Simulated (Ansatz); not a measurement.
## Run report: ZnS, geometry relaxation (part 1 of 2)

System: ZnS (R3m, 12 atoms in the cell).
Method: DFT PBE, scalar-relativistic, plane waves, PAW, no spin polarisation (Ansatz 0.2.0).

The structure derives from a Materials Project entry.

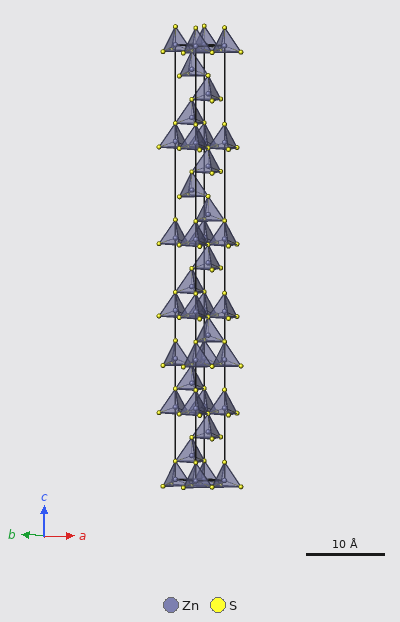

*The input geometry (polyhedral view of the cell 3 times as large as that of the calculation, set on its symmetry axes, seen at an oblique angle; polyhedra are completed across the faces of the cell). An atom can appear more than once, as a periodic image.*

## Input
```yaml
crystal:
  lattice:
    - [1.9041613825, 1.0993680868, 18.6769155555]
    - [-1.9041613825, 1.0993680868, 18.6769155555]
    - [0.0, -2.1987361735, 18.6769155555]
  atoms:
    - { symbol: Zn, position: [0.4444433, 0.4444433, 0.4444433] }
    - { symbol: Zn, position: [0.83333981, 0.83333981, 0.83333981] }
    - { symbol: Zn, position: [0.61106581, 0.61106581, 0.61106581] }
    - { symbol: Zn, position: [0.72220672, 0.72220672, 0.72220672] }
    - { symbol: Zn, position: [0.99999393, 0.99999393, 0.99999393] }
    - { symbol: Zn, position: [0.22220343, 0.22220343, 0.22220343] }
    - { symbol: S, position: [0.40275127, 0.40275127, 0.40275127] }
    - { symbol: S, position: [0.95829564, 0.95829564, 0.95829564] }
    - { symbol: S, position: [0.56943107, 0.56943107, 0.56943107] }
    - { symbol: S, position: [0.79171372, 0.79171372, 0.79171372] }
    - { symbol: S, position: [0.68059985, 0.68059985, 0.68059985] }
    - { symbol: S, position: [0.18055844, 0.18055844, 0.18055844] }
basis:
  ecutwfc: 420
kpoints:
  mp_grid: { grid: [12, 12, 12] }
hamiltonian:
  xc: pbe
scf:
  occupations: { method: gaussian, width: 0.02 }
output:
  forces: true
  stress: true
  eigenvalues: true
  write_density: true
  write_potential: true
  elf: true
  volumetric_format: npy
relax:
  adjacent_minimum: "off"
  f_tol: 0.005
  max_steps: 80
  cell: { stress_tol: 0.05 }
```

Run as:
```bash
ansatz run input.yaml --threads 4 --pin off --max-ram 10240MiB --backend cpu --events-out ev --progress --plain --runs-dir out
```

## What the program printed
```
basis.fft_grid_basis auto: the FFT boxes are laid along the combinations [[1, -1, 0], [0, 1, 0], [0, -1, 1]] of the cell's own vectors, 3.808, 18.806 and 3.808 Å long. The dense box has 27×128×27 points. Along the cell's own vectors, as sized, it would have 128×128×128, 22.47 times as many. Of the 6 symmetry operations that the crystal satisfies within crystal.symmetry.tolerance (time reversal apart; of a slab, those that keep its plane) the dense box along the cell's own vectors carries 6, and the one as laid loses 4 of those. basis.fft_grid_basis: typed keeps the cell's own vectors: state it where this run's energies or levels are differenced outside the engine with another run's, or held beside a run that keeps those vectors. Those combinations have planes normal to reciprocal vector 3, as the cell's own vectors have. Each planar average written beside output.write_density, output.write_potential has a row for each plane of the box: 27. The volumetric files lie along those combinations, not along the cell's own vectors: a cube or XSF file states them, and fields.json those of NumPy files.
Engine: ansatz 0.2.0, aarch64-unknown-linux-gnu
Pseudopotentials: kind: paw
Pseudopotential: Zn, paw, valence charge 12, recommended cutoff 420 eV (normal), Zn.paw.azcp
Pseudopotential: S, paw, valence charge 6, recommended cutoff 420 eV (normal), S.paw.azcp
Functional definition: PBE
  parameter kappa = 0.804
  parameter beta = 0.06672455060314922
  exchange = pbe_x(kappa = kappa, mu = beta*pi^2/3)
  correlation = pbe_c(beta = beta)
Crystal: 12 atoms, lattice volume = 234.587 Å³
Basis set: ecut = 420 eV, 4605 PW (Γ), FFT grids on a1−a2, a2, −a2+a3, exchange–correlation on 54×256×54 points (8 copies of the dense FFT grid, shifted against one another)
Bands: 66, of which v1, the nominal top of the filled ones, is band 54 counted from 1 (53 counted from 0)
Symmetry: 6 space group operations
Space group: R3m (ITA 160), of the structure as read, at distance tolerance 6.2e-5 Å
k-points: 189 of 1728 (time reversal used)
Non-local potential: Zn, projectors of the file, l = 0: 2, l = 1: 2, l = 2: 3, l = 3: 1
Non-local potential: S, projectors of the file, l = 0: 2, l = 1: 2, l = 2: 2
PAW form: soft (Blöchl's): semilocal exchange-correlation on the pseudo side does not see the compensation charge
PAW one-centre angular grid: Zn, 590 points (default); XC on 64 Gauss nodes
PAW one-centre angular grid: S, 110 points (default); XC on 64 Gauss nodes
Initial density: superposition of atomic densities (neutral atoms: chi_scale 0, normalization atom), corrected by the library's trained network
Initial wavefunctions: pseudopotential atomic-orbital guess
Functional: x = pbe(κ = 0.804, μ = 0.2195149727645171), c = pbe(β = 0.06672455060314922)
SCF iter   1: F=—  HF=-25336.341370 eV  |F-HF|=—  |Δ(HF+E_count)|=         —  Δρ=6.48e-4  dr2=1.85e-3  ethr=1.77e-3  ⟨swp⟩=9.4  Hψ=54624  notcnv=0  defer=51
preconditioner: auto → Resta (q_TF=auto, 2.397 Å⁻¹)  ε∞=6.6  [insulator: Δε(μ)=2.166 eV  Ē_g=10.673 eV  σ=0.020 eV  W_gap=1.00  n_scr=62 (ndim 8)  ℏωp=25.2 eV  f_vac=0.029  D(μ)=0.00/eV (n_scr^D=0)  ε∞_Penn≈6.6]
SCF iter   2: F=—  HF=-25336.343324 eV  |F-HF|=—  |Δ(HF+E_count)|=   1.95e-3  Δρ=5.01e-4  dr2=6.50e-4  ethr=1.71e-6  ⟨swp⟩=2.9  Hψ=30376  notcnv=0  defer=746
SCF iter   3: F=—  HF=-25336.343557 eV  |F-HF|=—  |Δ(HF+E_count)|=   2.33e-4  Δρ=3.63e-4  dr2=1.82e-4  ethr=6.02e-7  ⟨swp⟩=2.0  Hψ=20672  notcnv=0  defer=746
SCF iter   4: F=—  HF=-25336.343442 eV  |F-HF|=—  |Δ(HF+E_count)|=   1.16e-4  Δρ=7.68e-5  dr2=1.51e-5  ethr=1.69e-7  ⟨swp⟩=2.0  Hψ=20652  notcnv=0  defer=746
SCF iter   5: F=—  HF=-25336.343405 eV  |F-HF|=—  |Δ(HF+E_count)|=   3.69e-5  Δρ=3.07e-5  dr2=4.82e-6  ethr=1.40e-8  ⟨swp⟩=2.0  Hψ=14977  notcnv=0  defer=746
SCF iter   6: F=—  HF=-25336.343406 eV  |F-HF|=—  |Δ(HF+E_count)|=   1.06e-6  Δρ=1.08e-5  dr2=5.26e-7  ethr=4.46e-9  ⟨swp⟩=2.2  Hψ=16112  notcnv=0  defer=746
SCF iter   7: F=-25336.343406 eV  HF=-25336.343406 eV  |F-HF|=8.82e-8  |Δ(HF+E_count)|=   2.20e-7  Δρ=6.42e-6  dr2=6.55e-8  ethr=9.26e-11  ⟨swp⟩=12.4  Hψ=95948  notcnv=0
SCF 1 converged in 7 iterations: F = -25336.343406 eV  dr2 = 6.55e-8
  greatest PAW one-centre occupation: 0.983 electrons in one spin orbital (limit 2), on the Zn atom at site 2 (counted from 0), in its partial waves of l = 2
relax step   1: F+E_penalty+E_count = -25336.34340603 eV  Δ(F+E_penalty+E_count) = +0.000e0 eV  max|allowed force component| = 6.312e-3 eV/Å  Δτ_max = 0.0000 Å  P = +2.324 GPa  Ω = 234.587 Å³  (7 SCF iters, dr2 threshold 1.00e-7 eV, accepted)
Crystal: 12 atoms, lattice volume = 238.957 Å³
Basis set: ecut = 420 eV, 4653 PW (Γ), FFT grids on a1−a2, a2, −a2+a3, exchange–correlation on 54×256×54 points (8 copies of the dense FFT grid, shifted against one another)
Initial density: handed on by an earlier stage of this run
Initial wavefunctions: those handed on with the density
iter 1 solved again at ethr=1.48e-6 eV; its pass at ethr=3.10e-3 eV (dr2=1.59e-3 eV) is discarded
SCF iter   1: F=—  HF=-25336.385690 eV  |F-HF|=—  |Δ(HF+E_count)|=         —  Δρ=8.44e-4  dr2=1.57e-3  ethr=1.48e-6  ⟨swp⟩=2.7  Hψ=56885  notcnv=0
preconditioner: auto → Resta (q_TF=auto, 2.390 Å⁻¹)  ε∞=6.6  [insulator: Δε(μ)=2.090 eV  Ē_g=10.588 eV  σ=0.020 eV  W_gap=1.00  n_scr=68 (ndim 8)  ℏωp=25.0 eV  f_vac=0.034  D(μ)=0.00/eV (n_scr^D=0)  ε∞_Penn≈6.6]
SCF iter   2: F=—  HF=-25336.385459 eV  |F-HF|=—  |Δ(HF+E_count)|=   2.31e-4  Δρ=4.04e-4  dr2=4.92e-4  ethr=1.45e-6  ⟨swp⟩=2.0  Hψ=21758  notcnv=0
SCF iter   3: F=—  HF=-25336.385457 eV  |F-HF|=—  |Δ(HF+E_count)|=   1.77e-6  Δρ=3.42e-4  dr2=1.57e-4  ethr=4.56e-7  ⟨swp⟩=2.0  Hψ=21492  notcnv=0
SCF iter   4: F=—  HF=-25336.385408 eV  |F-HF|=—  |Δ(HF+E_count)|=   4.93e-5  Δρ=7.57e-5  dr2=1.93e-5  ethr=1.45e-7  ⟨swp⟩=2.0  Hψ=21546  notcnv=0
SCF iter   5: F=—  HF=-25336.385427 eV  |F-HF|=—  |Δ(HF+E_count)|=   1.89e-5  Δρ=2.28e-5  dr2=1.50e-6  ethr=1.78e-8  ⟨swp⟩=2.1  Hψ=22117  notcnv=0
SCF iter   6: F=-25336.385430 eV  HF=-25336.385430 eV  |F-HF|=1.06e-7  |Δ(HF+E_count)|=   3.13e-6  Δρ=5.30e-6  dr2=4.61e-8  ethr=1.11e-9  ⟨swp⟩=11.7  Hψ=96748  notcnv=0
SCF 2 converged in 6 iterations: F = -25336.385430 eV  dr2 = 4.61e-8
relax step   2: F+E_penalty+E_count = -25336.38543004 eV  Δ(F+E_penalty+E_count) = -4.202e-2 eV  max|allowed force component| = 2.702e-3 eV/Å  Δτ_max = 0.0020 Å  P = +0.913 GPa  Ω = 238.957 Å³  energy of the carried Pulay correction = -1.846e-3 eV  (6 SCF iters, dr2 threshold 1.20e-6 eV, accepted)
Crystal: 12 atoms, lattice volume = 242.038 Å³
Basis set: ecut = 420 eV, 4713 PW (Γ), FFT grids on a1−a2, a2, −a2+a3, exchange–correlation on 54×256×54 points (8 copies of the dense FFT grid, shifted against one another)
iter 1 solved again at ethr=1.17e-6 eV; its pass at ethr=3.10e-3 eV (dr2=1.26e-3 eV) is discarded
SCF iter   1: F=—  HF=-25336.392952 eV  |F-HF|=—  |Δ(HF+E_count)|=         —  Δρ=5.54e-4  dr2=7.05e-4  ethr=1.17e-6  ⟨swp⟩=2.1  Hψ=55275  notcnv=0
preconditioner: auto → Resta (q_TF=auto, 2.385 Å⁻¹)  ε∞=6.5  [insulator: Δε(μ)=2.034 eV  Ē_g=10.530 eV  σ=0.020 eV  W_gap=1.00  n_scr=68 (ndim 8)  ℏωp=24.8 eV  f_vac=0.035  D(μ)=0.00/eV (n_scr^D=0)  ε∞_Penn≈6.5]
SCF iter   2: F=—  HF=-25336.392810 eV  |F-HF|=—  |Δ(HF+E_count)|=   1.42e-4  Δρ=2.75e-4  dr2=2.28e-4  ethr=6.52e-7  ⟨swp⟩=2.0  Hψ=21096  notcnv=0
SCF iter   3: F=—  HF=-25336.392832 eV  |F-HF|=—  |Δ(HF+E_count)|=   2.18e-5  Δρ=2.15e-4  dr2=6.35e-5  ethr=2.12e-7  ⟨swp⟩=2.0  Hψ=21452  notcnv=0
SCF iter   4: F=—  HF=-25336.392813 eV  |F-HF|=—  |Δ(HF+E_count)|=   1.89e-5  Δρ=5.15e-5  dr2=8.73e-6  ethr=5.88e-8  ⟨swp⟩=2.0  Hψ=21546  notcnv=0
SCF iter   5: F=-25336.392823 eV  HF=-25336.392822 eV  |F-HF|=1.43e-6  |Δ(HF+E_count)|=   8.15e-6  Δρ=1.67e-5  dr2=7.67e-7  ethr=1.11e-9  ⟨swp⟩=8.8  Hψ=96145  notcnv=0
SCF 3 converged in 5 iterations: F = -25336.392823 eV  dr2 = 7.67e-7
  greatest PAW one-centre occupation: 0.984 electrons in one spin orbital (limit 2), on the Zn atom at site 2 (counted from 0), in its partial waves of l = 2
relax step   3: F+E_penalty+E_count = -25336.39282294 eV  Δ(F+E_penalty+E_count) = -7.393e-3 eV  max|allowed force component| = 1.608e-3 eV/Å  Δτ_max = 0.0005 Å  P = -0.001 GPa  Ω = 242.038 Å³  energy of the carried Pulay correction = -3.127e-3 eV  (5 SCF iters, dr2 threshold 1.20e-6 eV, accepted)
Initial wavefunctions: pseudopotential atomic-orbital guess (no wavefunctions were taken with the density)
iter 1 solved again at ethr=1.28e-7 eV; its pass at ethr=3.10e-3 eV (dr2=1.39e-4 eV) is discarded
SCF iter   1: F=—  HF=-25336.391350 eV  |F-HF|=—  |Δ(HF+E_count)|=         —  Δρ=2.72e-4  dr2=5.18e-6  ethr=1.28e-7  ⟨swp⟩=3.7  Hψ=91821  notcnv=0  defer=3
preconditioner: auto → Resta (q_TF=auto, 2.385 Å⁻¹)  ε∞=6.5  [insulator: Δε(μ)=2.036 eV  Ē_g=10.529 eV  σ=0.020 eV  W_gap=1.00  n_scr=68 (ndim 8)  ℏωp=24.8 eV  f_vac=0.034  D(μ)=0.00/eV (n_scr^D=0)  ε∞_Penn≈6.5]
SCF iter   2: F=—  HF=-25336.394784 eV  |F-HF|=—  |Δ(HF+E_count)|=   3.43e-3  Δρ=1.52e-4  dr2=6.55e-6  ethr=4.80e-9  ⟨swp⟩=2.0  Hψ=22568  notcnv=0  defer=2
SCF iter   3: F=—  HF=-25336.395732 eV  |F-HF|=—  |Δ(HF+E_count)|=   9.48e-4  Δρ=5.75e-5  dr2=4.43e-7  ethr=4.80e-9  ⟨swp⟩=2.0  Hψ=20813  notcnv=0  defer=2
SCF iter   4: F=—  HF=-25336.395927 eV  |F-HF|=—  |Δ(HF+E_count)|=   1.95e-4  Δρ=4.82e-6  dr2=4.74e-8  ethr=4.11e-10  ⟨swp⟩=2.0  Hψ=22638  notcnv=0  defer=2
SCF iter   5: F=—  HF=-25336.395927 eV  |F-HF|=—  |Δ(HF+E_count)|=   5.13e-7  Δρ=2.26e-6  dr2=1.98e-8  ethr=4.39e-11  ⟨swp⟩=2.0  Hψ=21995  notcnv=0  defer=2
SCF iter   6: F=—  HF=-25336.395927 eV  |F-HF|=—  |Δ(HF+E_count)|=   3.82e-8  Δρ=8.98e-7  dr2=3.18e-9  ethr=1.83e-11  ⟨swp⟩=2.0  Hψ=22166  notcnv=0  defer=2
SCF iter   7: F=—  HF=-25336.395927 eV  |F-HF|=—  |Δ(HF+E_count)|=   1.16e-8  Δρ=7.95e-7  dr2=8.63e-10  ethr=2.95e-12  ⟨swp⟩=2.0  Hψ=22650  notcnv=0  defer=2
SCF iter   8: F=-25336.395927 eV  HF=-25336.395927 eV  |F-HF|=8.97e-9  |Δ(HF+E_count)|=   9.10e-9  Δρ=4.33e-7  dr2=6.14e-11  ethr=1.00e-12  ⟨swp⟩=6.3  Hψ=72023  notcnv=0
SCF 4 converged in 8 iterations: F = -25336.395927 eV  dr2 = 6.14e-11
relax step   4: F+E_penalty+E_count = -25336.39592719 eV  Δ(F+E_penalty+E_count) = -3.104e-3 eV  max|allowed force component| = 1.618e-3 eV/Å  Δτ_max = 0.0000 Å  P = -0.002 GPa  Ω = 242.038 Å³  stress off target by 1.96e-3 GPa  SCF on the basis re-selected at this cell (its energy is not comparable with the rows above)  (8 SCF iters)
```

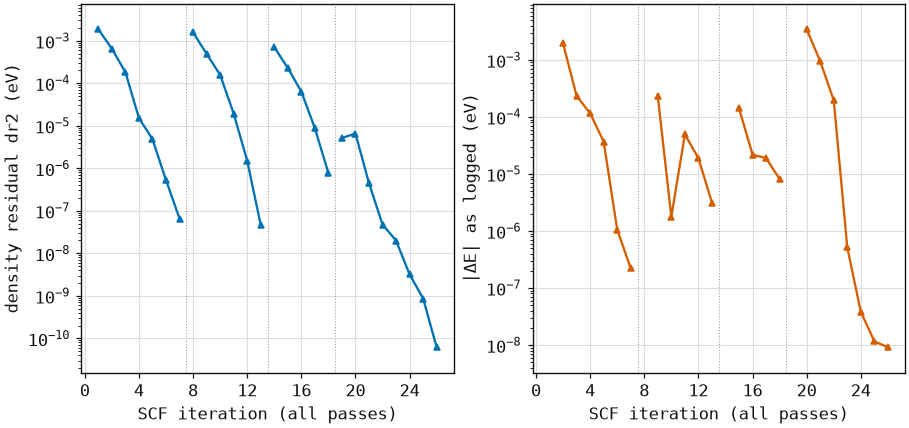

*Convergence of the self-consistent field: density residual dr2 and size of the energy change against the SCF iteration. The dotted lines part the SCF passes of the relaxation: geometry steps, rejected trials and re-solves on a re-selected basis.*

The passes take 7, 6, 5 and 8 iterations.

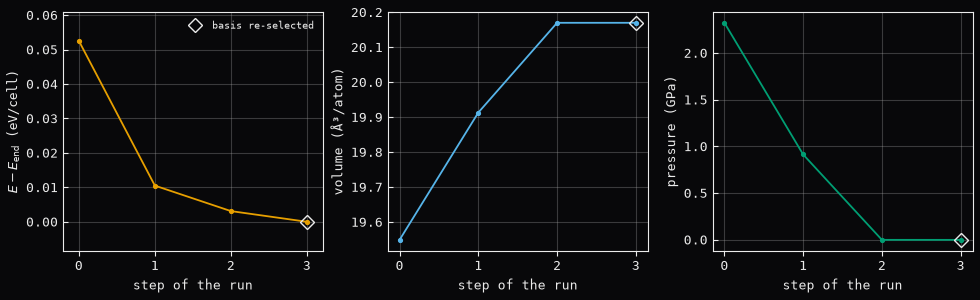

*Progress of the relaxation, step by step (the first geometry is step 0 here and step 1 in the log).*

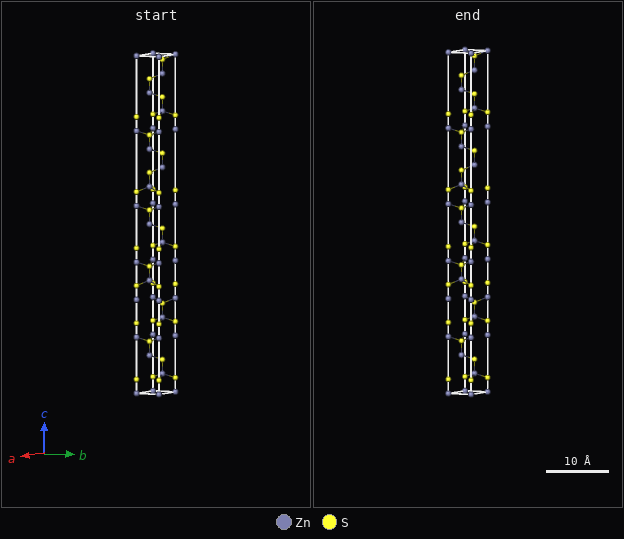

*Before (left) and after (right) the relaxation, at one scale (ball-and-stick view of the cell 3 times as large as that of the calculation, set on its symmetry axes, seen at an oblique angle).*

After 2 geometry steps the energy has fallen by 49.4 meV per cell of the calculation. The largest force component goes from 0.0063 to 0.0016 eV/Å. Pressure: 2.32 GPa at the start and 0.00 GPa at the end. The atoms keep their places relative to the cell (all moves are under 0.005 Å). The volume changes by +3.2 %, with a = b 3.808 → 3.848 Å (+1.0 %), c 56.031 → 56.632 Å (+1.1 %). Among the contacts that change: Zn1–S7 2.336 → 2.361 Å, Zn1–S10 2.333 → 2.358 Å. The space group stays R3m (No. 160). A last SCF at the same geometry on a re-selected plane-wave basis shifts the energy by −3.1 meV per cell of the calculation. (Atoms are counted from 1 in the order of the input.)

```
basis re-selected at this cell: Δ(F+E_penalty+E_count) = -3.104e-3 eV, ΔP = -0.000 GPa vs the last step (what re-selecting the basis moved, of the pressure what is left beyond the Pulay correction that the steps carried, after the strain that the cell walked since its last selection, with what the two solves' SCF thresholds leave and, on support functions, any second-order correction that the steps lacked; it is no measure of the basis error at this ecutwfc). This SCF's stress stands 1.96e-3 GPa from its target on what of the cell is left free (relax.cell.stress_tol is 5.00e-2 GPa) and its largest allowed force component is 1.62e-3 eV/Å (relax.f_tol is 5.00e-3 eV/Å): within both
SCF converged after 8 iterations
Free energy (F): -25336.395927 eV
Harris-Foulkes:  -25336.395927 eV  (|F-HF|=8.97e-9)
Internal energy: -25336.395927 eV  (E = F + TS)
E sigma→0 (E₀):  -25336.395927 eV
Fermi energy:    6.525231 eV
```
